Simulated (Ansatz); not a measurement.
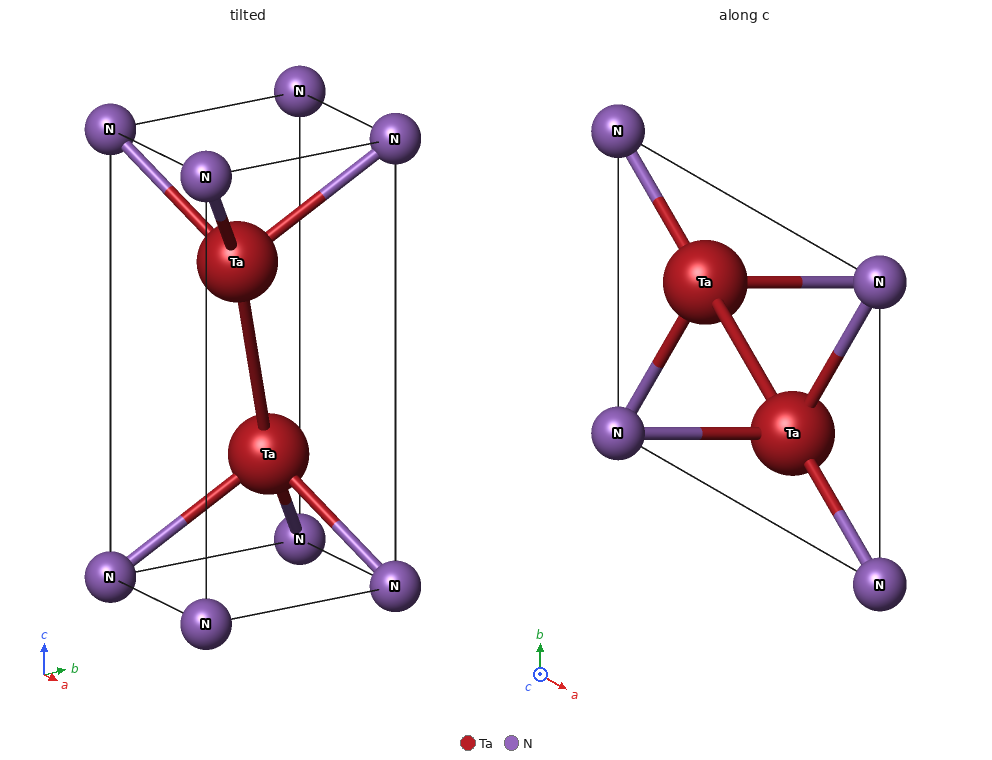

View slightly off an axis and along the c axis, drawn as a ball-and-stick model. The conventional unit cell is outlined; an atom on or near a face, edge or corner is repeated at each equivalent position. Cell: a = 3.08 Å, b = 3.08 Å, c = 4.82 Å, α = 90.00°, β = 90.00°, γ = 120.00°.

It goes back to a structure listed in the Materials Project. Earlier steps of the study may have refined or changed the cell and positions. It was run through Ansatz as a DFT input.

> State composition, symmetry and coordination.

The solid is Ta2N. Its lattice is primitive hexagonal, its space group P-3m1 (No. 164). With Z = 1, the cell contains 2 Ta, 1 N. The numbers of neighbours within bonding distance are Ta 15 and N 6.

Method used: DFT PBEsol, scalar-relativistic, plane waves, PAW in Ansatz 0.2.0. It ran with 420 eV cutoff, an 18×18×10 k-point mesh, Gaussian smearing of 0.1 eV, no spin polarisation.

> Is the electronic structure metallic or gapped?

A metal: bands cross the Fermi level.

> What charge does Bader's analysis assign to each element?

Ta +0.88 e; N -1.77 e.

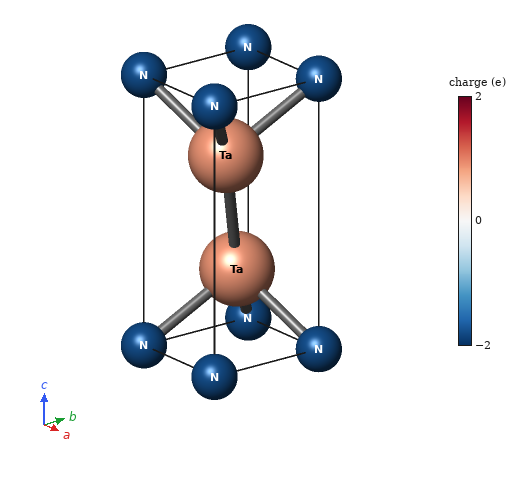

The atoms coloured by those charges. The run's cell of 3 atoms is drawn.

> Is this an equilibrium geometry for the method given?

Yes. All forces vanish to within 0.01 eV/Å. The pressure is 0.0 GPa, close to zero.
